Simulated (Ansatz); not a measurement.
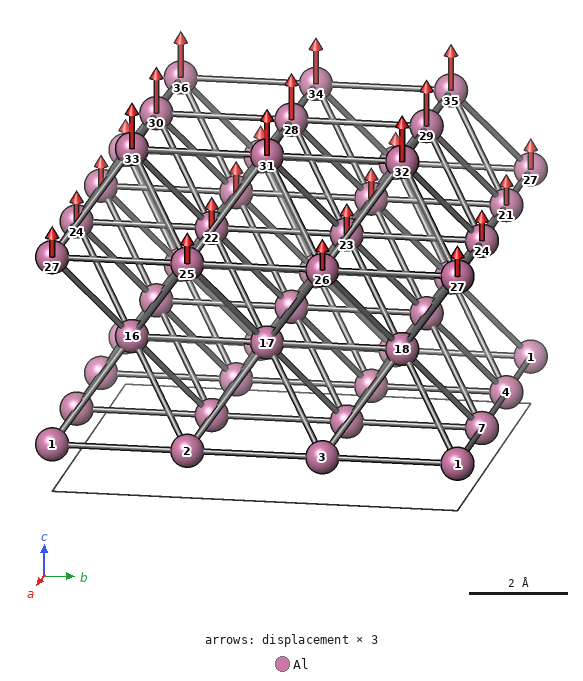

This is a constrained relaxation of a slab of composition Al (cut from the Fm-3m phase). The starting structure is drawn; red arrows show the displacements, 3 times their true length.

A ball-and-stick model of the cell of the calculation, outlined in the plane, without the vacuum (origin shifted), seen slightly off an axis.

Case: clean slab, lower planes held. The slab is the (1 0 0) face of Al. 18 atoms are held fixed.

Theory: Ansatz, DFT PBE+D3(BJ), scalar-relativistic, plane waves, PAW. Set-up: plane-wave cutoff 420 eV; k-point mesh 3 × 3 × 1; occupations gaussian; smearing width 0.1 eV; no spin polarisation; dipole correction; atoms relaxed in a fixed cell; force threshold 0.03 eV/Å; at most 70 steps.

Describe the change and its energy.

The largest moves, 0.33 Å, are those of Al atoms. The cell stays as it was. Among the contacts that change: Al–Al 2.816 → 2.978 Å, Al–Al 2.816 → 2.895 Å. The energy falls by 0.557 eV per cell of the calculation in 4 geometry steps. Largest force component: 0.18 eV/Å at the start, 0.0066 eV/Å at the end.
